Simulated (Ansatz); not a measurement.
GaP: several calculations on one system

## 1. One mode

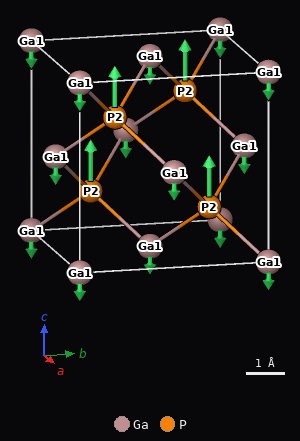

One vibrational mode of crystalline GaP relaxed at 25 GPa at the zone centre. The green arrows are the displacements of the atoms (eigenvector over the root of the mass), of arbitrary overall length and sign. The picture is a ball-and-stick view of the conventional cell (4 times the calculation's cell), seen slightly off an axis. Lengths and directions refer to the drawn axes.

Level of theory: DFT PBE, scalar-relativistic, plane waves, PAW (Ansatz 0.2.0).

Input
```yaml
crystal:
  lattice:
    - [0.0, 2.5701805634, 2.5701805634]
    - [2.5701805634, 0.0, 2.5701805634]
    - [2.5701805634, 2.5701805634, 0.0]
  atoms:
    - { symbol: Ga, position: [0.0, 0.0, 0.0] }
    - { symbol: P, position: [0.75, 0.75, 0.75] }
basis:
  ecutwfc: 420
kpoints:
  mp_grid: { grid: [10, 10, 10] }
hamiltonian:
  xc: pbe
scf:
  occupations: { method: fixed }
output:
  eigenvalues: true
phonons:
  method: dfpt
  dielectric: true
  rigid_motions: translations
  eigenvectors: true
```

Command:
```bash
ansatz run input.yaml --threads 1 --pin off --max-ram 3072MiB --backend cpu --events-out ev --progress --plain --runs-dir out
```

Frequencies are those without the non-analytic (LO–TO) term.

### Describe the mode and give its frequency.

This is the T₂ mode (triply degenerate; one member of the set is drawn) at 441 cm⁻¹, the only optical level, infrared- and Raman-active by symmetry. The P sublattice moves against the Ga sublattice, along c; the kinetic energy is shared as P 69 %, Ga 31 %. Its infrared intensity is 11 (D/Å)²/amu for the set. The value is the transverse one; the longitudinal partner lies at 467 cm⁻¹.

## 2. One mode

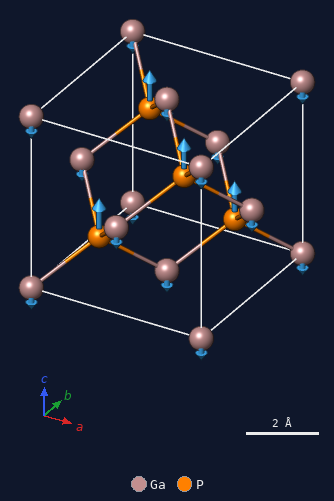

One vibrational mode of solid GaP relaxed at −3 GPa at the zone centre. The blue arrows give the relative displacements of the atoms. A ball-and-stick model of the conventional cell (4 times the calculation's cell), seen from a free direction. Lengths and directions refer to the drawn axes.

These are results of DFT PBEsol, scalar-relativistic, plane waves, PAW (Ansatz 0.2.0), not measurements. (plane-wave cutoff 420 eV; k-point mesh 8 × 8 × 8; occupations fixed; target pressure -3 GPa; no spin polarisation)

Frequencies are those without the non-analytic (LO–TO) term.

Give the symmetry, activity and frequency of this mode.

This is the T₂ mode (triply degenerate; one member of the set is drawn) at 341 cm⁻¹, the only optical level, infrared- and Raman-active by symmetry. The P sublattice moves against the Ga sublattice, along c; the kinetic energy is shared as P 69 %, Ga 31 %. Its infrared intensity is 15 (D/Å)²/amu for the set. The value is the transverse one; the longitudinal partner lies at 374 cm⁻¹.

## 3. Softest mode

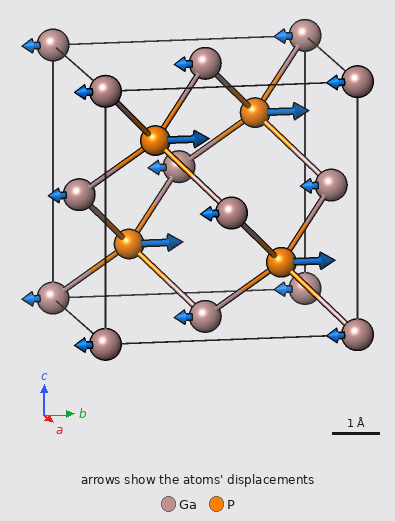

The lowest optical mode of solid GaP relaxed at −1 GPa, space group F-43m (No. 216), at the zone centre. The blue arrows give the relative displacements of the atoms. The picture is a ball-and-stick view of the conventional cell (4 times the calculation's cell), seen slightly off an axis. Lengths and directions refer to the drawn axes.

These are results of Ansatz, DFT PBE, scalar-relativistic, plane waves, PAW, not measurements.

Input file:
```yaml
crystal:
  lattice:
    - [0.0, 2.765255378, 2.765255378]
    - [2.765255378, 0.0, 2.765255378]
    - [2.765255378, 2.765255378, 0.0]
  atoms:
    - { symbol: Ga, position: [0.0, 0.0, 0.0] }
    - { symbol: P, position: [0.75, 0.75, 0.75] }
basis:
  ecutwfc: 420
kpoints:
  mp_grid: { grid: [8, 8, 8] }
hamiltonian:
  xc: pbe
scf:
  occupations: { method: fixed }
output:
  eigenvalues: true
phonons:
  method: dfpt
  dielectric: true
  rigid_motions: translations
  eigenvectors: true
```

Launched with:
```bash
ansatz run input.yaml --threads 1 --pin off --max-ram 3072MiB --backend cpu --events-out ev --progress --plain --runs-dir out
```

Frequencies are those without the non-analytic (LO–TO) term.

### Is the structure stable against all modes at this point?

Yes: this softest mode has a real frequency, and so have all others here. That speaks for this wave vector alone: the rest of the zone wasn't checked in this run. This is the T₂ mode (triply degenerate; one member of the set is drawn) at 339 cm⁻¹, the only optical level, infrared- and Raman-active by symmetry. The P sublattice moves against the Ga sublattice, along b; the kinetic energy is shared as P 69 %, Ga 31 %. Its infrared intensity is 16 (D/Å)²/amu for the set. The value is the transverse one; the longitudinal partner lies at 374 cm⁻¹.
